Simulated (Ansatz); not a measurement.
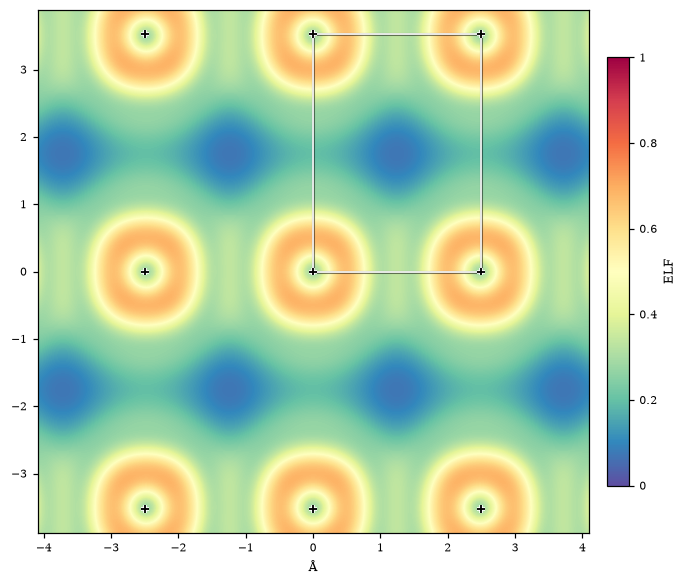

The ELF on a plane through atoms (crosses mark nuclei in the plane).

Theory: DFT, LDA (PW92), plane waves (420 eV) with PAW, scalar-relativistic in Ansatz 0.2.0.

Candidates:
A. Ir, a = 2.49 Å, b = 2.49 Å, c = 2.49 Å, α = 90.00°, β = 90.00°, γ = 90.00°. Space group Pm-3m; set up as Ir, simple cubic; a generated structure, not necessarily the stable one; changed on purpose from its base cell (volume × 0.96); computed pressure about 12 GPa in this cell; computed without spin polarisation.
B. Co, a = 2.43 Å, b = 2.43 Å, c = 7.86 Å, α = 90.00°, β = 90.00°, γ = 120.00°. Space group P6₃/mmc; set up as Co, dhcp; a generated structure, not necessarily the stable one; spin-polarised.

Q: Which system is this?

A: Candidate A: Ir on the (110) plane of the conventional cell, which holds Ir. Ir–Ir (2.49 Å): the ELF is about 0.35 at the midpoint.
